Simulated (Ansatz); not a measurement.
**Geometry relaxation of Zn16Se17 (charge −2) (part 2 of 4)**

The same run, continued: Zn16Se17 (defect cell, 33 atoms in the cell, total charge −2); DFT PBE, scalar-relativistic, plane waves, PAW, no spin polarisation (Ansatz 0.2.0); cutoff 420 eV, 2×2×2 k-mesh, Gaussian smearing of 0.01 eV. The structure derives from a Materials Project entry. It belongs to a series of runs on one base structure; here: Se interstitial, charge -2, atoms relaxed at the host's cell.

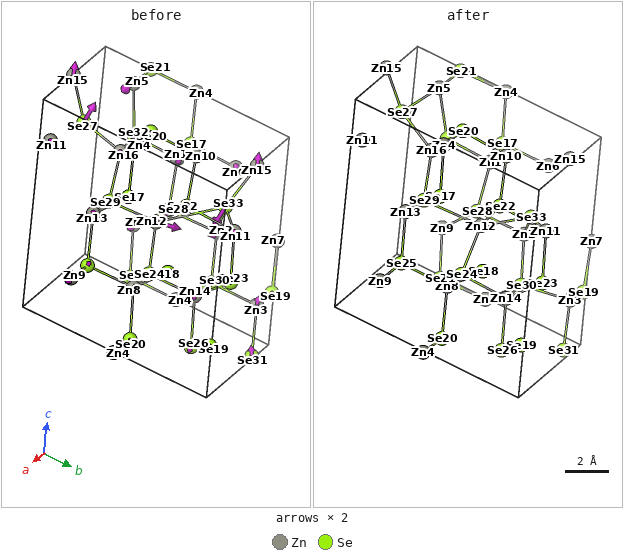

Before (left) and after (right) the relaxation, at one scale (ball-and-stick view of the cell of the calculation (origin shifted), seen slightly off an axis). The pink arrows give the displacements, magnified 2 times. After 11 geometry steps the energy has fallen by 29.8 meV per atom. Largest force component: 0.6 eV/Å at the start, 0.0075 eV/Å at the end. The line search rejected the trial step at point 2 (counted from 0) and went back. The largest moves, 0.65 Å, are those of Zn5 and Zn12. By element the largest moves are Zn 0.65 Å, Se 0.62 Å. The lattice vectors keep their values. Among the contacts that change: Zn12–Se33 3.405 → 2.482 Å, Zn5–Se27 3.391 → 2.482 Å, Zn15–Se33 2.591 → 3.381 Å, Zn2–Se27 2.599 → 3.379 Å. New bonds form: Zn12–Se33 (3.41 → 2.48 Å), Zn5–Se27 (3.39 → 2.48 Å). Bonds break: Zn15–Se33 (2.59 → 3.38 Å), Zn2–Se27 (2.60 → 3.38 Å). Among the angles that change: Zn2–Se33–Zn11 122.4° → 142.4°, Se22–Zn12–Se33 58.1° → 77.9°, Zn5–Se32–Zn16 104.9° → 86.5°. (Atoms are counted from 1 in the order of the input.)

```
SCF converged after 7 iterations
Free energy (F): -146082.220947 eV
Harris-Foulkes:  -146082.220947 eV  (|F-HF|=2.76e-8)
Internal energy: -146082.220947 eV  (E = F + TS)
E sigma→0 (E₀):  -146082.220947 eV
Fermi energy:    8.480483 eV
--- Per-component energies (eV) ---
  E_band       = -6453.117733
  E_kinetic    = 4147.695238
  E_local      = -73178.748269  (includes V_loc(G=0)·N_el)
  E_nonlocal   = -300.058914
  E_hartree    = 34016.098769
  E_xc         = -3988.687811
  E_vxc        = -2529.206175  (∫ρ·V_xc dr)
  E_paw        = -61737.953458  (= ΣΔE_a)
  E_vpaw       = -2624.985609  (= ΣTr[D̂ρ^β])
  E_aug_tail   = -0.015635  (compensation charges beyond the density's cutoff)
  E_ewald      = -45040.550864
  E_smearing   = -0.000000  (= −TS)
  E_closure    = 0.000000  (closes the sum)
  E_deformation_potential = -24.999059  (in the stress; not in F)
  Σ components = -146082.220947   (vs F -146082.220947, Δ=0.00e0)
--- Forces (eV/Å), atoms counted from 1 ---
  atom   1  Zn     0.00431544     0.00074980    -0.00065207
  atom   2  Zn    -0.00397850     0.00676215     0.00618825
  atom   3  Zn     0.00379615    -0.00412626     0.00257180
  atom   4  Zn     0.00097939     0.00228432    -0.00018836
  atom   5  Zn     0.00265760     0.00211947     0.00528598
  atom   6  Zn    -0.00505042     0.00164249     0.00113223
  atom   7  Zn    -0.00348283    -0.00263643    -0.00258249
  atom   8  Zn    -0.00224088    -0.00048016    -0.00104366
  atom   9  Zn    -0.00298934    -0.00516889    -0.00006416
  atom  10  Zn     0.00291610    -0.00120304     0.00111982
  atom  11  Zn    -0.00335452    -0.00466127    -0.00261746
  atom  12  Zn    -0.00415256     0.00187956    -0.00347647
  atom  13  Zn     0.00020173     0.00031736     0.00121353
  atom  14  Zn     0.00370800    -0.00259978     0.00116235
  atom  15  Zn     0.00260630     0.00699011    -0.00750550
  atom  16  Zn     0.00028992    -0.00333596     0.00231434
  atom  17  Se    -0.00062222     0.00095236    -0.00078429
  atom  18  Se     0.00688030     0.00137439    -0.00148111
  atom  19  Se     0.00024087     0.00203934    -0.00083543
  atom  20  Se    -0.00100502    -0.00294977    -0.00095723
  atom  21  Se    -0.00176667     0.00226353    -0.00305591
  atom  22  Se     0.00559025    -0.00344408     0.00531431
  atom  23  Se     0.00097852    -0.00121648     0.00099467
  atom  24  Se     0.00255669     0.00080654     0.00012752
  atom  25  Se     0.00163986     0.00046970    -0.00099960
  atom  26  Se    -0.00702445     0.00167663     0.00173716
  atom  27  Se    -0.00508639     0.00311422     0.00651190
  atom  28  Se     0.00206253    -0.00236308    -0.00417633
  atom  29  Se     0.00184617     0.00303288     0.00287949
  atom  30  Se    -0.00125781     0.00010521     0.00125516
  atom  31  Se    -0.00151356    -0.00548328     0.00368861
  atom  32  Se    -0.00343959    -0.00250588    -0.00658886
  atom  33  Se     0.00369390     0.00358525    -0.00648351
  max |Σ_I F_I| component: 9.04e-6 eV/Å
--- Charged-cell corrections in eV (Makov–Payne, q = -2.000 e, ε = 10.789) ---
  F (periodic)     = -146082.220947  (uncorrected; the corrections below are reported, never added to it)
  E_corr1          = +0.847408  (monopole, q²α_M/2εL)
  F Makov-Payne    = -146081.373539  (F + E_corr1; no measured alignment; for a localised charge, not one spread in a band: unchecked)
  no potential alignment in this run, which stands beside a crystal: run the host's input off ansatz write-host-input, and read the two finished runs by ansatz place-levels (neither reads a slab, a wire or a sheet, whose cell leaves a vacuum)
--- Band table (eV) ---
  k-point 0: bands = ["-40.2784", "-40.2778", "-40.2762", "-40.2756", "-40.2707", "-40.2702", "-40.2661", "-40.2655", "-40.2625", "-40.2619", ... 70 levels left out ..., "-39.0180", "-38.9953", "-38.9934", "-38.9835", "-38.9810", "-6.2112", "-6.2091", "-6.1268", "-6.0934", "-5.6990", "-5.6883", "-5.6704", "-5.6644", "-5.6421", "-5.6046", "-5.6000", "-5.4730", "-5.4526", "-5.4004", "-5.3876", "-4.8825", "-4.3964", "0.1237", "0.1280", "0.1402", "0.1498", "0.1569", "0.1583", "0.1662",
      "0.1736", "0.1811", "0.1907", "0.1911", "0.2011", "0.2053", "0.2129", "0.2218", "0.2289", "0.2295", "0.2514", "0.2539", "0.2607", "0.2638", "0.2787", "0.2798", "0.2887", "0.2979", "0.3177", "0.3247", "0.3502", "0.3519", "0.3620", "0.3722", "0.3805", "0.3856", "0.3949", "0.4034", "0.4175", "0.4249", "0.4257", "0.4403", "0.4448", "0.4517", "0.4590", "0.4652", "0.4657", "0.4699", "0.4792", "0.4900",
      "0.5019", "0.5024", "0.5138", "0.5308", "0.5344", "0.5435", "0.5597", "0.5652", "0.5987", "0.5993", "0.6224", "0.6318", "0.6369", "0.6446", "0.6675", "0.6754", "0.6815", "0.6848", "0.6944", "0.7073", "0.7100", "0.7227", "0.7257", "0.7339", "0.7408", "0.7413", "0.7748", "0.7851", "0.7993", "0.8113", "0.8149", "0.8516", "0.9406", "1.8662", "1.9094", "1.9799", "2.0022", "2.0209", "2.1057", "2.1198",
      "2.2270", "2.2510", "2.4513", "2.4724", "2.9249", "3.4245", "3.6210", "3.6258", "3.8113", "3.9297", "4.0465", "4.0594", "4.1219", "4.1227", "4.1979", "4.2393", "4.2951", "4.3515", "4.4147", "4.4639", "4.8342", "4.8506", "4.9446", "5.0356", "5.0479", "5.0990", "5.1153", "5.1624", "5.2290", "5.2424", "5.5574", "5.6226", "5.9405", "6.0155", "6.1183", "6.1510", "6.2415", "6.2565", "6.2875", "6.5540",
      "6.6147", "6.8654", "6.9307", "7.5348", "9.2362", "9.2867", "9.4031", "9.6623", "10.0087", "10.0495", "10.2070", "10.2090", "10.3003", "10.3387", "10.4136", "10.5235", "10.8273", "11.0735", "11.4140", "11.6058", "11.6197", "11.6773", "11.8145", "11.8187", "12.0045", "12.0283", "12.2045", "12.2324", "12.4198", "12.4649", "12.5498", "12.7526", "12.7793", "12.9219", "12.9608", "13.0301", "13.0673", "13.1864", "13.2465", "13.3077",
      "13.4467", "13.6122", "13.6408", "13.7727", "13.7774", "13.8124", "13.9697", "13.9881", "14.0340", "14.1602", "14.2366"]
  k-point 1: bands = ["-40.2784", "-40.2778", "-40.2762", "-40.2756", "-40.2707", "-40.2702", "-40.2661", "-40.2655", "-40.2625", "-40.2619", ... 70 levels left out ..., "-39.0180", "-38.9953", "-38.9934", "-38.9835", "-38.9810", "-6.3991", "-5.9978", "-5.9976", "-5.9355", "-5.9223", "-5.7641", "-5.7488", "-5.7061", "-5.6524", "-5.6322", "-5.5478", "-5.4913", "-5.4547", "-5.3601", "-5.3295", "-4.8609", "-4.4018", "0.1155", "0.1261", "0.1279", "0.1466", "0.1622", "0.1704", "0.1722",
      "0.1749", "0.1849", "0.1880", "0.1981", "0.1993", "0.2039", "0.2043", "0.2138", "0.2179", "0.2238", "0.2390", "0.2461", "0.2641", "0.2661", "0.2738", "0.2837", "0.2942", "0.3029", "0.3203", "0.3441", "0.3535", "0.3665", "0.3693", "0.3759", "0.3794", "0.3935", "0.4063", "0.4130", "0.4212", "0.4308", "0.4389", "0.4427", "0.4503", "0.4531", "0.4577", "0.4593", "0.4651", "0.4667", "0.4806", "0.4810",
      "0.4931", "0.4938", "0.5191", "0.5197", "0.5411", "0.5511", "0.5589", "0.5608", "0.5839", "0.5859", "0.6079", "0.6115", "0.6302", "0.6501", "0.6689", "0.6711", "0.6751", "0.6792", "0.6890", "0.6994", "0.7031", "0.7113", "0.7245", "0.7279", "0.7615", "0.7634", "0.7756", "0.7790", "0.8111", "0.8142", "0.8406", "0.8952", "0.9345", "1.8392", "1.8421", "1.9609", "1.9616", "1.9811", "2.0619", "2.1602",
      "2.2539", "2.2905", "2.5423", "2.7397", "3.0872", "3.2328", "3.3533", "3.3843", "3.6568", "3.7446", "3.8012", "3.9229", "4.0618", "4.2046", "4.2957", "4.3910", "4.6228", "4.6993", "4.7474", "4.7624", "4.8282", "4.8393", "4.9298", "4.9950", "5.0150", "5.0257", "5.1094", "5.3306", "5.3371", "5.4181", "5.5480", "5.6141", "5.7233", "5.7264", "5.7621", "5.9479", "6.0797", "6.1733", "6.2263", "6.5308",
      "6.6192", "6.9085", "7.0149", "7.7248", "9.2382", "9.6516", "9.8440", "9.8499", "9.9719", "10.1565", "10.2769", "10.4671", "10.5736", "10.6276", "10.7072", "10.7757", "10.8143", "10.9045", "11.0974", "11.1686", "11.2327", "11.3653", "11.3932", "11.6703", "11.7328", "11.9426", "11.9596", "12.0790", "12.1929", "12.3296", "12.5014", "12.5926", "12.7567", "12.7811", "12.8099", "12.9421", "12.9793", "13.0964", "13.1041", "13.2232",
      "13.2759", "13.3626", "13.3822", "13.6472", "13.6561", "13.8459", "14.0797", "14.1168", "14.2952", "14.3473", "14.4211"]
  k-point 2: bands = ["-40.2784", "-40.2778", "-40.2762", "-40.2756", "-40.2707", "-40.2702", "-40.2661", "-40.2655", "-40.2625", "-40.2619", ... 70 levels left out ..., "-39.0180", "-38.9953", "-38.9934", "-38.9835", "-38.9810", "-6.3959", "-6.0063", "-5.9958", "-5.9814", "-5.8750", "-5.7507", "-5.7323", "-5.7152", "-5.6836", "-5.6144", "-5.5637", "-5.4726", "-5.4477", "-5.3885", "-5.3106", "-4.8711", "-4.3970", "0.1175", "0.1270", "0.1275", "0.1456", "0.1548", "0.1659", "0.1724",
      "0.1757", "0.1821", "0.1873", "0.1892", "0.2014", "0.2057", "0.2105", "0.2158", "0.2214", "0.2321", "0.2419", "0.2539", "0.2589", "0.2685", "0.2759", "0.2897", "0.2963", "0.3046", "0.3262", "0.3304", "0.3401", "0.3490", "0.3770", "0.3816", "0.3840", "0.4004", "0.4056", "0.4142", "0.4187", "0.4249", "0.4367", "0.4385", "0.4441", "0.4505", "0.4524", "0.4623", "0.4686", "0.4770", "0.4842", "0.4866",
      "0.4936", "0.5062", "0.5084", "0.5166", "0.5339", "0.5497", "0.5583", "0.5649", "0.5750", "0.5849", "0.6118", "0.6163", "0.6306", "0.6498", "0.6601", "0.6688", "0.6781", "0.6847", "0.6891", "0.6959", "0.7034", "0.7136", "0.7221", "0.7313", "0.7588", "0.7599", "0.7694", "0.7915", "0.8087", "0.8230", "0.8316", "0.8880", "0.9512", "1.8549", "1.8605", "1.9143", "1.9548", "1.9792", "2.0350", "2.1636",
      "2.2134", "2.3414", "2.5976", "2.7147", "3.1325", "3.2682", "3.3105", "3.3995", "3.6384", "3.7400", "3.7988", "3.9848", "4.0868", "4.1597", "4.2962", "4.3337", "4.5361", "4.6552", "4.6904", "4.7957", "4.8478", "4.8815", "4.8895", "4.9093", "5.0184", "5.1064", "5.1150", "5.3015", "5.4037", "5.4264", "5.5712", "5.6605", "5.7353", "5.7532", "5.7861", "5.9465", "6.0597", "6.1588", "6.2488", "6.4699",
      "6.6983", "6.8520", "7.0636", "7.6580", "9.2378", "9.6411", "9.8678", "9.9484", "10.0123", "10.0294", "10.2637", "10.4673", "10.5762", "10.6634", "10.6986", "10.7473", "10.8188", "10.8961", "11.0078", "11.0521", "11.3160", "11.3889", "11.4825", "11.5456", "11.6585", "11.8243", "12.0547", "12.1839", "12.2910", "12.3797", "12.5440", "12.6177", "12.6820", "12.7791", "12.9001", "12.9383", "12.9757", "13.0649", "13.1596", "13.2804",
      "13.3370", "13.3541", "13.5316", "13.5808", "13.6800", "13.7584", "13.9303", "14.0146", "14.2539", "14.2952", "14.4000"]
  k-point 3: bands = ["-40.2784", "-40.2778", "-40.2762", "-40.2756", "-40.2707", "-40.2702", "-40.2661", "-40.2655", "-40.2625", "-40.2619", ... 70 levels left out ..., "-39.0180", "-38.9953", "-38.9934", "-38.9835", "-38.9810", "-6.4012", "-6.0421", "-5.9396", "-5.9301", "-5.9038", "-5.7908", "-5.7278", "-5.7160", "-5.6799", "-5.6323", "-5.5609", "-5.5122", "-5.4324", "-5.3563", "-5.3038", "-4.8803", "-4.3914", "0.1228", "0.1240", "0.1343", "0.1532", "0.1573", "0.1672", "0.1684",
      "0.1734", "0.1839", "0.1916", "0.1934", "0.1961", "0.2058", "0.2088", "0.2216", "0.2236", "0.2358", "0.2378", "0.2482", "0.2572", "0.2594", "0.2697", "0.2725", "0.2909", "0.3098", "0.3296", "0.3341", "0.3452", "0.3623", "0.3695", "0.3770", "0.3848", "0.3974", "0.4025", "0.4143", "0.4175", "0.4276", "0.4286", "0.4404", "0.4431", "0.4479", "0.4534", "0.4625", "0.4694", "0.4743", "0.4827", "0.4896",
      "0.4937", "0.5030", "0.5042", "0.5150", "0.5228", "0.5385", "0.5586", "0.5750", "0.5814", "0.5918", "0.6155", "0.6198", "0.6551", "0.6591", "0.6609", "0.6677", "0.6792", "0.6839", "0.6877", "0.6924", "0.6999", "0.7222", "0.7287", "0.7357", "0.7494", "0.7635", "0.7660", "0.7953", "0.8097", "0.8216", "0.8278", "0.8493", "0.9839", "1.7786", "1.8827", "1.9140", "1.9338", "1.9598", "2.0542", "2.1396",
      "2.1829", "2.3310", "2.5898", "2.9202", "3.1501", "3.2248", "3.3329", "3.5201", "3.6138", "3.6662", "3.6994", "3.9041", "4.0848", "4.2149", "4.3321", "4.4377", "4.5401", "4.6891", "4.7180", "4.8140", "4.8309", "4.8413", "4.8917", "4.9251", "4.9726", "5.0657", "5.1368", "5.2080", "5.3428", "5.4599", "5.6229", "5.6555", "5.7382", "5.7668", "5.7922", "5.8747", "6.0058", "6.1215", "6.4059", "6.5236",
      "6.5299", "6.9515", "7.0561", "7.5272", "9.2672", "9.7358", "9.9004", "9.9983", "10.0528", "10.1504", "10.2801", "10.3446", "10.5020", "10.6182", "10.7099", "10.7359", "10.8189", "10.8818", "11.0187", "11.1744", "11.2794", "11.5377", "11.5866", "11.6977", "11.7715", "11.8710", "11.9452", "11.9685", "12.1529", "12.3189", "12.5026", "12.5710", "12.6075", "12.7115", "12.8020", "12.9425", "13.0251", "13.1264", "13.1939", "13.2493",
      "13.2836", "13.3602", "13.4639", "13.5276", "13.6639", "13.7830", "13.8892", "14.0110", "14.1588", "14.3586", "14.4030"]
```
